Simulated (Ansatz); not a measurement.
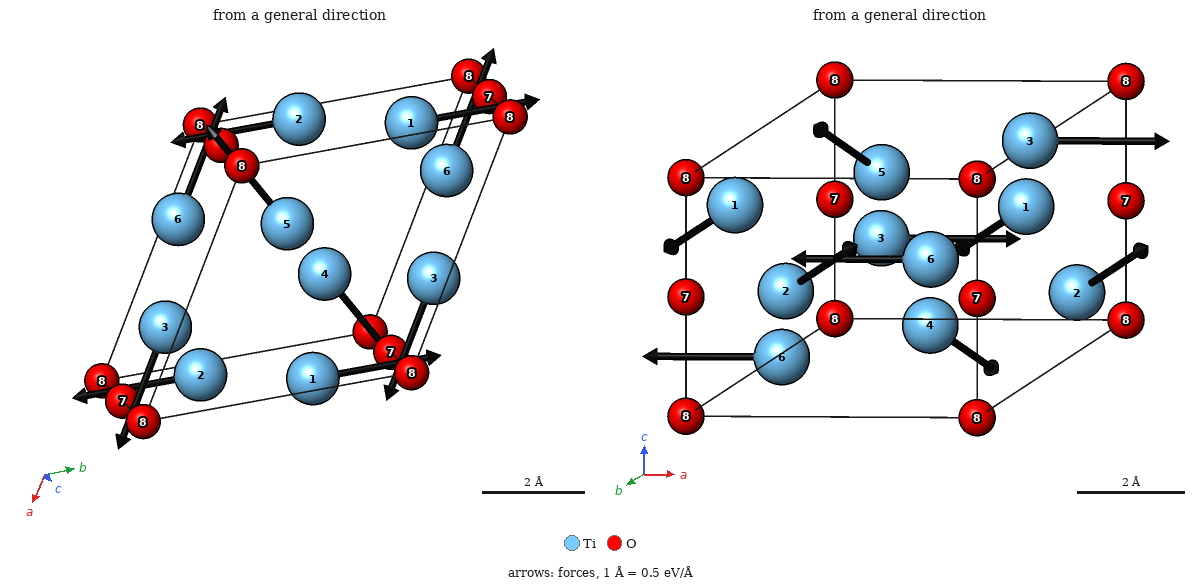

Crystal structure, spheres-only style, seen from two general directions. Thin lines show the simulation cell, with boundary atoms drawn in all their periodic places. The arrows are the computed forces on the atoms.

System: Ti3O. Electronic-structure method: DFT PBEsol, scalar-relativistic, plane waves, PAW (Ansatz). Parameters: plane-wave cutoff 420 eV, a 12×12×8 k-point grid, Gaussian smearing of 0.15 eV, no spin polarisation.

### Is the structure at a minimum of the energy?

No. The atoms still feel forces of up to about 1.1 eV/Å, far above a usual threshold of 0.01 to 0.03 eV/Å.

Provenance: a structure listed in the Materials Project. The cell was then strained or its atoms displaced on purpose. A calculation with Ansatz used it as input.
